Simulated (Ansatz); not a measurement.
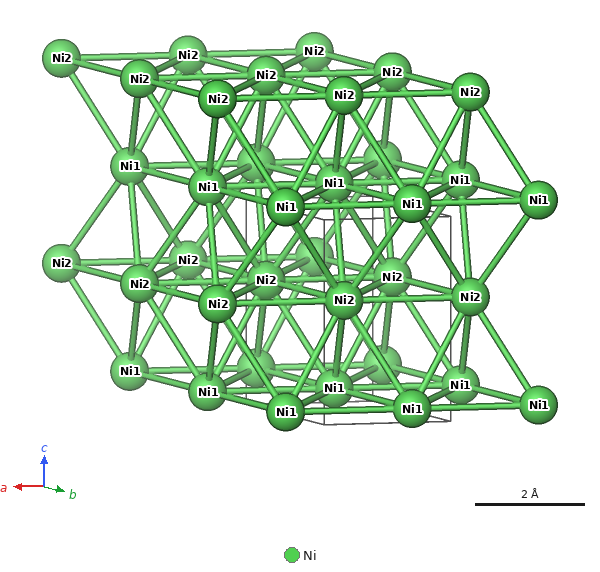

Figure 1. The input geometry of the first run (ball-and-stick view of the cell of the calculation, repeated 3 × 3 × 2, seen at an oblique angle; atoms are numbered from 1 in the order of the input).

# Two runs on Ni

System: Ni (P6₃/mmc, 2 atoms in the cell).
Method of the first run: DFT, PBEsol, plane waves (420 eV) with PAW, scalar-relativistic, spin-polarised (Ansatz 0.2.0).

Text and figures count atoms from 1; the logs count them from 0 in places.

### Input file, the first run
```yaml
crystal:
  lattice:
    - [2.3455097836, 0.0, 0.0]
    - [-1.1727548918, 2.0312710574, 0.0]
    - [0.0, 0.0, 3.8467959639]
  atoms:
    - { symbol: Ni, position: [0.3333333333, 0.6666666667, 0.25], spin: 0.671 }
    - { symbol: Ni, position: [0.6666666667, 0.3333333333, 0.75], spin: 0.671 }
hamiltonian:
  xc: pbesol
  pseudopotentials:
    kind: paw
    azcp:
      Ni: "pseudopotentials/Ni.paw.azcp"
basis:
  ecutwfc: 420
  fft_grid_basis: typed
kpoints:
  mp_grid: { grid: [17, 17, 9], shift: [0, 0, 0] }
magnetization:
  spin_polarized: true
scf:
  occupations: { method: fermi_dirac, width: 0.05 }
  lower_state_search: "off"
output:
  stress: true
```

Hardware: 2 threads of an x86-64 CPU, shared host.

### Output, shortened to warnings, some set-up lines, iterations and results (the first run)
```
Warning: [file] the record states the generating functional pbe (its physics header spells it `PBE`), which answers neither for hamiltonian.xc's functional nor for the pbesol family's — results may be inconsistent (PPs are generated against a specific XC)
Basis set: ecut = 420 eV, 373 PW (Γ)
Symmetry: 24 space group operations
k-points: 165 of 2601
Initial density: superposition of atomic densities (chi_scale 0.1, normalization cell)
[...]
SCF iter   1: F=—  HF=-11609.628715 eV  |F-HF|=—  |Δ(HF+E_count)|=         —  Δρ=2.61e-2 (↑9.20e-3 ↓2.61e-2)  dr2=1.15e-1  dr2_m=2.10e-2  M=1.199 μB ∫|m|=1.236 μB  β_m=0.30  …
SCF iter   2: F=—  HF=-11609.602870 eV  |F-HF|=—  |Δ(HF+E_count)|=   2.58e-2  Δρ=1.05e-2 (↑1.05e-2 ↓9.44e-3)  dr2=9.94e-3  dr2_m=1.06e-2  M=1.176 μB ∫|m|=1.233 μB  β_m=0.30  …
SCF iter   3: F=—  HF=-11609.613507 eV  |F-HF|=—  |Δ(HF+E_count)|=   1.06e-2  Δρ=9.28e-3 (↑9.28e-3 ↓5.94e-3)  dr2=4.78e-3  dr2_m=6.66e-3  M=1.172 μB ∫|m|=1.243 μB  β_m=1.00  …
SCF iter   4: F=—  HF=-11609.629572 eV  |F-HF|=—  |Δ(HF+E_count)|=   1.61e-2  Δρ=3.63e-3 (↑3.63e-3 ↓6.97e-4)  dr2=1.69e-3  dr2_m=4.47e-4  M=1.160 μB ∫|m|=1.265 μB  β_m=1.00  …
SCF iter   5: F=—  HF=-11609.631409 eV  |F-HF|=—  |Δ(HF+E_count)|=   1.84e-3  Δρ=2.42e-3 (↑2.42e-3 ↓6.43e-4)  dr2=9.15e-4  dr2_m=1.46e-4  M=1.162 μB ∫|m|=1.277 μB  β_m=1.00  …
[... 6 lines ...]
SCF iter  12: F=—  HF=-11609.634564 eV  |F-HF|=—  |Δ(HF+E_count)|=   1.59e-4  Δρ=4.48e-4 (↑4.48e-4 ↓3.07e-4)  dr2=1.93e-6  dr2_m=2.39e-5  M=1.185 μB ∫|m|=1.309 μB  β_m=0.82  …
SCF iter  13: F=—  HF=-11609.634595 eV  |F-HF|=—  |Δ(HF+E_count)|=   3.15e-5  Δρ=6.49e-4 (↑4.26e-4 ↓6.49e-4)  dr2=1.09e-4  dr2_m=2.28e-6  M=1.189 μB ∫|m|=1.314 μB  β_m=0.54  …
SCF iter  14: F=-11609.634570 eV  HF=-11609.634570 eV  |F-HF|=1.33e-8  |Δ(HF+E_count)|=   2.57e-5  Δρ=1.13e-5 (↑9.34e-6 ↓1.13e-5)  dr2=5.17e-9  dr2_m=1.41e-8  M=1.188 μB …
SCF iter  15: F=-11609.634570 eV  HF=-11609.634570 eV  |F-HF|=1.65e-9  |Δ(HF+E_count)|=   1.58e-8  Δρ=4.46e-6 (↑2.67e-6 ↓4.46e-6)  dr2=4.91e-10  dr2_m=1.74e-9  M=1.188 μB …
SCF 1 converged in 15 iterations: F = -11609.634570 eV  dr2 = 4.91e-10
SCF converged after 15 iterations
Magnetization: 1.1884 μB (18.5942 up, 17.4058 down)
Absolute magnetization: 1.3154 μB (∫|ρ↑−ρ↓|, with the PAW one-centre terms)
Spin contamination: 0.0079 ħ² per cell (⟨S²⟩ above its minimum at these occupations)
Per-site moments (μB) at R_I (Å): [(0.6223494899070633, 0.9675227857296317), (0.6223494899070632, 0.9675227857296317)]
Free energy (F): -11609.634570 eV
Harris-Foulkes:  -11609.634570 eV  (|F-HF|=1.65e-9)
Internal energy: -11609.604760 eV  (E = F + TS)
E sigma→0 (E₀):  -11609.619665 eV
Entropy (-TS):   -0.029810 eV (-14.905 meV/atom)
Fermi energy:    22.300027 eV
--- Per-component energies (eV) ---
  E_band       = -432.853134
  E_kinetic    = 572.792982
  E_local      = -6297.792043  (includes V_loc(G=0)·N_el)
  E_nonlocal   = 1270.654109
  E_hartree    = 2642.908647
  E_xc         = -172.711397
  E_vxc        = -223.649262  (∫ρ·V_xc dr)
  E_paw        = -3186.718024  (= ΣΔE_a)
  E_vpaw       = -1040.675294  (= ΣTr[D̂ρ^β])
  E_aug_tail   = 0.000891  (compensation charges beyond the density's cutoff)
  E_ewald      = -6439.134502
  E_core_change = 0.394578  (= ΣΔE_core)
  E_smearing   = -0.029810  (= −TS)
  E_closure    = -0.000000  (closes the sum)
  Σ components = -11609.634570   (vs F -11609.634570, Δ=0.00e0)
--- Stress (GPa, compression-positive) ---
       39.795044      -0.000000       0.000000
        0.000000      39.795044       0.000000
        0.000000       0.000000      39.889812
  P = ⅓ Tr σ = 39.8266 GPa (398.266 kbar)
```

The input of the second run differs as follows (lines with − go, lines with + come):
```diff
-    - [2.3455097836, 0.0, 0.0]
-    - [-1.1727548918, 2.0312710574, 0.0]
-    - [0.0, 0.0, 3.8467959639]
+    - [2.5112171959, 0.0, 0.0]
+    - [-1.2556085979, 2.1747778861, 0.0]
+    - [0.0, 0.0, 4.1185674181]
```

What does this change do to the results?

With the same functional and potentials, the second run lies 97.6 meV per atom lower. The net moment of the cell goes from 1.19 to 1.32 μB. The pressure goes from 39.83 to −14.50 GPa. The volume per atom goes from 9.16 to 11.25 Å³. The SCF takes 13 iterations against 15. The plane waves at Γ go from 373 to 427.

### Output, shortened to warnings, some set-up lines, iterations and results (the second run)
```
Warning: [file] the record states the generating functional pbe (its physics header spells it `PBE`), which answers neither for hamiltonian.xc's functional nor for the pbesol family's — results may be inconsistent (PPs are generated against a specific XC)
Basis set: ecut = 420 eV, 427 PW (Γ)
Symmetry: 24 space group operations
k-points: 165 of 2601
Initial density: superposition of atomic densities (chi_scale 0.1, normalization cell)
[...]
SCF iter   1: F=—  HF=-11609.789156 eV  |F-HF|=—  |Δ(HF+E_count)|=         —  Δρ=2.17e-2 (↑2.17e-2 ↓8.95e-3)  dr2=3.47e-2  dr2_m=3.96e-2  M=1.268 μB ∫|m|=1.321 μB  β_m=1.00  …
SCF iter   2: F=—  HF=-11609.800791 eV  |F-HF|=—  |Δ(HF+E_count)|=   1.16e-2  Δρ=1.12e-2 (↑1.12e-2 ↓4.08e-3)  dr2=2.26e-2  dr2_m=4.36e-3  M=1.268 μB ∫|m|=1.385 μB  β_m=1.00  …
SCF iter   3: F=—  HF=-11609.806124 eV  |F-HF|=—  |Δ(HF+E_count)|=   5.33e-3  Δρ=3.30e-3 (↑2.03e-3 ↓3.30e-3)  dr2=8.71e-4  dr2_m=7.12e-4  M=1.275 μB ∫|m|=1.413 μB  β_m=1.00  …
SCF iter   4: F=—  HF=-11609.816158 eV  |F-HF|=—  |Δ(HF+E_count)|=   1.00e-2  Δρ=2.20e-3 (↑1.26e-3 ↓2.20e-3)  dr2=1.66e-4  dr2_m=5.32e-4  M=1.288 μB ∫|m|=1.434 μB  β_m=1.00  …
SCF iter   5: F=—  HF=-11609.821607 eV  |F-HF|=—  |Δ(HF+E_count)|=   5.45e-3  Δρ=1.43e-3 (↑9.33e-4 ↓1.43e-3)  dr2=6.58e-5  dr2_m=2.72e-4  M=1.297 μB ∫|m|=1.449 μB  β_m=1.00  …
SCF iter   6: F=—  HF=-11609.824702 eV  |F-HF|=—  |Δ(HF+E_count)|=   3.10e-3  Δρ=9.40e-4 (↑9.40e-4 ↓7.36e-4)  dr2=1.21e-5  dr2_m=1.39e-4  M=1.303 μB ∫|m|=1.460 μB  β_m=1.00  …
SCF iter   7: F=—  HF=-11609.826608 eV  |F-HF|=—  |Δ(HF+E_count)|=   1.91e-3  Δρ=7.47e-4 (↑5.09e-4 ↓7.47e-4)  dr2=8.84e-6  dr2_m=8.07e-5  M=1.308 μB ∫|m|=1.469 μB  β_m=0.30  …
SCF iter   8: F=—  HF=-11609.828078 eV  |F-HF|=—  |Δ(HF+E_count)|=   1.47e-3  Δρ=8.99e-4 (↑8.34e-4 ↓8.99e-4)  dr2=1.18e-6  dr2_m=1.54e-4  M=1.312 μB ∫|m|=1.474 μB  β_m=0.60  …
SCF iter   9: F=—  HF=-11609.829730 eV  |F-HF|=—  |Δ(HF+E_count)|=   1.65e-3  Δρ=1.37e-3 (↑2.69e-4 ↓1.37e-3)  dr2=1.58e-4  dr2_m=1.35e-4  M=1.323 μB ∫|m|=1.495 μB  β_m=0.78  …
SCF iter  10: F=—  HF=-11609.829924 eV  |F-HF|=—  |Δ(HF+E_count)|=   1.93e-4  Δρ=1.55e-3 (↑1.55e-3 ↓1.32e-3)  dr2=1.01e-3  dr2_m=2.93e-6  M=1.322 μB ∫|m|=1.496 μB  β_m=0.57  …
SCF iter  11: F=—  HF=-11609.829719 eV  |F-HF|=—  |Δ(HF+E_count)|=   2.04e-4  Δρ=3.59e-4 (↑9.45e-5 ↓3.59e-4)  dr2=8.92e-6  dr2_m=1.04e-5  M=1.324 μB ∫|m|=1.498 μB  β_m=0.66  …
SCF iter  12: F=—  HF=-11609.829719 eV  |F-HF|=—  |Δ(HF+E_count)|=   2.29e-8  Δρ=4.48e-5 (↑1.55e-5 ↓4.48e-5)  dr2=1.04e-7  dr2_m=1.84e-7  M=1.324 μB ∫|m|=1.499 μB  β_m=0.64  …
SCF iter  13: F=-11609.829719 eV  HF=-11609.829719 eV  |F-HF|=2.19e-9  |Δ(HF+E_count)|=   2.23e-8  Δρ=3.92e-6 (↑3.61e-6 ↓3.92e-6)  dr2=9.30e-11  dr2_m=2.73e-9  M=1.324 μB …
SCF 1 converged in 13 iterations: F = -11609.829719 eV  dr2 = 9.30e-11
SCF converged after 13 iterations
Magnetization: 1.3242 μB (18.6621 up, 17.3379 down)
Absolute magnetization: 1.5008 μB (∫|ρ↑−ρ↓|, with the PAW one-centre terms)
Spin contamination: 0.0137 ħ² per cell (⟨S²⟩ above its minimum at these occupations)
Per-site moments (μB) at R_I (Å): [(0.6997470224248176, 1.0358770933159607), (0.6997470224248173, 1.0358770933159607)]
Free energy (F): -11609.829719 eV
Harris-Foulkes:  -11609.829719 eV  (|F-HF|=2.19e-9)
Internal energy: -11609.793942 eV  (E = F + TS)
E sigma→0 (E₀):  -11609.811830 eV
Entropy (-TS):   -0.035777 eV (-17.889 meV/atom)
Fermi energy:    17.287336 eV
--- Per-component energies (eV) ---
  E_band       = -595.921595
  E_kinetic    = 563.206010
  E_local      = -6981.140562  (includes V_loc(G=0)·N_el)
  E_nonlocal   = 1273.485523
  E_hartree    = 2906.434007
  E_xc         = -168.030167
  E_vxc        = -217.424591  (∫ρ·V_xc dr)
  E_paw        = -3189.908199  (= ΣΔE_a)
  E_vpaw       = -1046.916715  (= ΣTr[D̂ρ^β])
  E_aug_tail   = 0.000912  (compensation charges beyond the density's cutoff)
  E_ewald      = -6014.236044
  E_core_change = 0.394578  (= ΣΔE_core)
  E_smearing   = -0.035777  (= −TS)
  E_closure    = -0.000000  (closes the sum)
  Σ components = -11609.829719   (vs F -11609.829719, Δ=0.00e0)
--- Stress (GPa, compression-positive) ---
      -14.535939       0.000000       0.000000
        0.000000     -14.535939       0.000000
        0.000000       0.000000     -14.431011
  P = ⅓ Tr σ = -14.5010 GPa (-145.010 kbar)
```

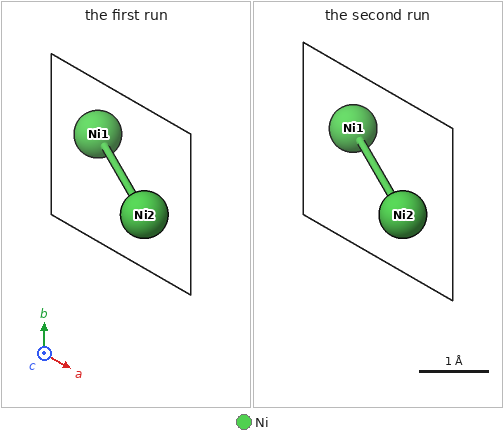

Figure 2. The two input geometries at one scale (ball-and-stick view of the cell of the calculation, along the c axis). The atoms keep their places relative to the cell (all moves are under 0.005 Å). Cell: a = b 2.346 → 2.511 Å (+7.1 %), c 3.847 → 4.119 Å (+7.1 %). Volume +22.7 %. Among the contacts that change: Ni1–Ni2 2.352 → 2.518 Å, Ni1–Ni1 2.346 → 2.511 Å.

### The two runs side by side

```csv
quantity,the first run,the second run
outcome,converged,converged
free energy per atom (eV),−5804.8173,−5804.9149
"energy per atom, smearing taken to zero (eV)",−5804.8098,−5804.9059
net moment of the cell (μB),1.19,1.32
absolute moment of the cell (μB),1.32,1.50
pressure (GPa),39.83,−14.50
volume per atom (Å³),9.16,11.25
SCF iterations,15,13
irreducible k-points,165,165
plane waves at Γ,373,427
wall time (shared host),12 s,8.7 s
```

For both runs: Warnings: the PAW datasets were made with another functional. For the first run: The cell is under a pressure of 40 GPa at this level, so it is not at its equilibrium volume. For the second run: The cell is under a tension of 14.5 GPa at this level, so it is not at its equilibrium volume.
